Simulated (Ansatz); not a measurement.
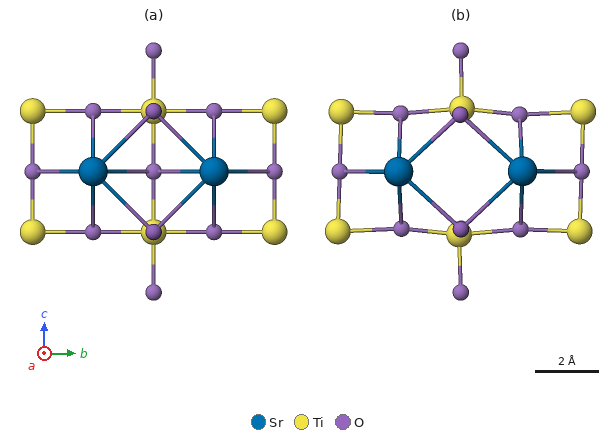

Left: perfect SrTiO3. Right: the same region with one point defect, after relaxing the atoms in a supercell of 40 sites. Style: ball-and-stick. Shown: the atoms within 4.6 Å of one point, in a slice 5.0 Å thick across the line of sight, along the a axis.

These are results of Ansatz 0.2.0, DFT, PBEsol, PAW, plane waves, not measurements. Set-up: plane-wave cutoff 420 eV; k-point mesh 1 × 1 × 1; mesh shifted by (0.25, 0.25, 0.25); collinear spin. Fermi-Dirac smearing of 0.01 eV. A uniform background neutralises the charged cell. The axes drawn are those of the host's conventional cell.

What kind of defect was made?

Answer. An oxygen atom is taken out (a vacancy).

The charge state of the cell is +1.

What does the relaxation do around it?

Answer. Around the empty O site the host had 2 Ti at 1.95 Å; after relaxation the nearest atoms are 2 Ti at 2.03 Å. Of the host's atoms, an oxygen atom moves furthest from its site, by 0.13 Å. The cell's net moment is 1.00 μB.

Limits of the set-up: the periodic images lie only 7.8 Å apart, so the values are limited by the cell's size; the cell is charged, on a uniform background, and energies carry no finite-size correction.
